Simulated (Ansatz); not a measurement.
Input

```
crystal:
  lattice:
    - [-5.5051169764, 5.5051169764, -5.5051169764]
    - [5.5051169764, -5.5051169764, -5.5051169764]
    - [-5.5051169764, -5.5051169764, 5.5051169764]
  atoms:
    - { symbol: Ga, position: [0.7601221006, 0.25, 1.0016178813] }
    - { symbol: Ga, position: [0.5, 0.25, 0.25] }
    - { symbol: Ga, position: [0.2516178813, 0.0101221006, 0.75] }
    - { symbol: Ga, position: [0.2516178813, 0.25, 0.5101221006] }
    - { symbol: Ga, position: [1.0, 1.0101221006, 1.0016178813] }
    - { symbol: Ga, position: [0.7483821187, -0.0016178813, 0.2585042193] }
    - { symbol: Ga, position: [0.5, 0.75, 0.75] }
    - { symbol: Ga, position: [0.5085042193, -0.0016178813, 0.4983821187] }
    - { symbol: Ga, position: [0.2398778994, 0.7414957807, 0.9898778994] }
    - { symbol: Ga, position: [0.0, 0.75, 0.25] }
    - { symbol: Ga, position: [0.7601221006, 0.5016178813, 0.75] }
    - { symbol: Ga, position: [0.7483821187, 0.7585042193, 0.4983821187] }
    - { symbol: Ga, position: [0.4914957807, 0.4898778994, 0.9898778994] }
    - { symbol: Ga, position: [0.2398778994, 0.4898778994, 0.2414957807] }
    - { symbol: Ga, position: [0.0, 0.5016178813, 0.5101221006] }
    - { symbol: P, position: [0.0, 0.4802910796, 0.75], spin: 0.75 }
    - { symbol: P, position: [0.7500097359, 0.498544698, -0.001455302] }
    - { symbol: P, position: [0.4985349621, 0.4999902641, 0.2485349621] }
    - { symbol: P, position: [0.2302910796, 0.25, 0.75], spin: 0.75 }
    - { symbol: P, position: [0.248544698, 0.498544698, 0.5000097359] }
    - { symbol: P, position: [0.0, 0.25, -0.0197089204], spin: 0.75 }
    - { symbol: P, position: [0.751455302, 0.25, 0.2514650379] }
    - { symbol: P, position: [0.5014650379, 0.001455302, 0.75] }
    - { symbol: P, position: [0.5014650379, 0.25, 0.501455302] }
    - { symbol: P, position: [0.248544698, 9.7359e-06, -0.001455302] }
    - { symbol: P, position: [0.0, 0.001455302, 0.2514650379] }
    - { symbol: P, position: [0.751455302, 0.7514650379, 0.75] }
    - { symbol: P, position: [0.7697089204, 0.0197089204, 0.5197089204], spin: 0.75 }
    - { symbol: P, position: [0.4985349621, 0.7485349621, -9.7359e-06] }
    - { symbol: P, position: [0.2499902641, 0.7485349621, 0.2485349621] }
    - { symbol: P, position: [0.0, 0.7514650379, 0.501455302] }
  host:
    lattice:
      - [0.0, 2.7525584882, 2.7525584882]
      - [2.7525584882, 0.0, 2.7525584882]
      - [2.7525584882, 2.7525584882, 0.0]
    atoms:
      - { symbol: Ga, position: [0.0, 0.0, 0.0] }
      - { symbol: P, position: [0.25, 0.25, 0.25] }
total_charge: -2
basis:
  ecutwfc: 420
  xc_grid: 2
kpoints:
  mp_grid: { grid: [2, 2, 2], shift: [0.0, 0.0, 0.0] }
hamiltonian:
  xc: pbe
scf:
  occupations: { method: gaussian, width: 0.01 }
output:
  forces: true
  stress: false
  eigenvalues: true
  populations: true
  charged_corrections:
    defect_position: [0.0, 0.25, 0.75]
    epsilon: [[12.8535, 0.0, 0.0], [0.0, 12.8535, 0.0], [0.0, 0.0, 12.8535]]
  write_density: true
  write_potential: true
  elf: true
  volumetric_format: npy
magnetization:
  spin_polarized: true
relax:
  adjacent_minimum: "off"
  f_tol: 0.025
  max_steps: 45
```

Run with:

```sh
ansatz run input.yaml --threads 4 --pin off --max-ram 8192MiB --backend cpu --events-out ev --progress --plain --runs-dir out
```

The fields are those of the relaxed geometry.

Spin-polarised.

Level of theory: DFT PBE, scalar-relativistic, plane waves, PAW (Ansatz 0.2.0).

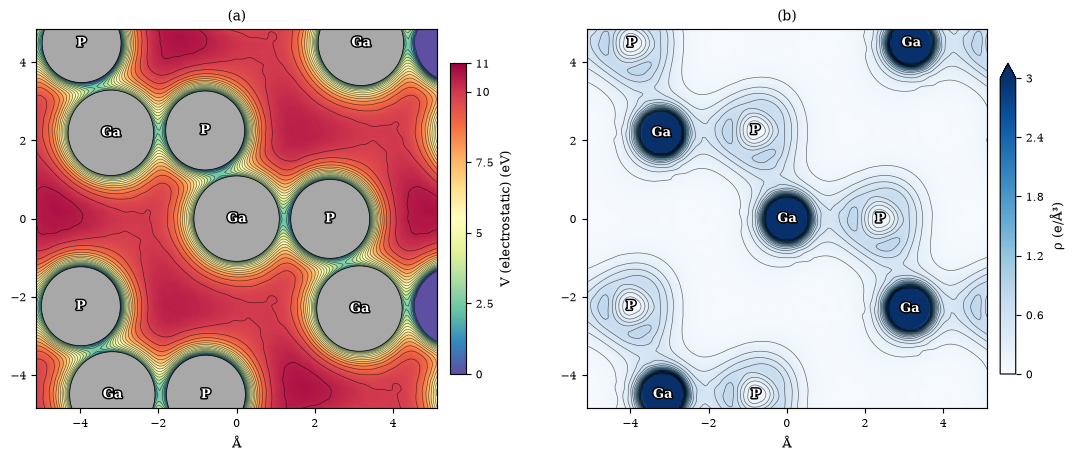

Ga15P16 (cell charge −2, with a compensating background) (cell with a defect). (a) electrostatic potential (local pseudopotential plus Hartree) felt by an electron; (b) valence electron density on the (010) plane of the calculation cell. Grey discs cover the atomic cores in the potential map.

The density is the valence pseudo-density of a PAW calculation; it isn't the true density close to the nuclei.

Q: Describe what can be read from this map.

A:
- The plane passes through Ga and P nuclei.
- Ga–P (2.39 Å): ρ at the midpoint is about 0.5 e/Å³.
- The density dies away to nearly zero in the voids.
- Outside the cores the potential energy rises away from the atoms and is highest about 2.3 Å from the nearest atoms; its zero is arbitrary.

Q: Metal or insulator at this level of theory?

A: It is metallic or semimetallic at this level of theory: no gap opens.
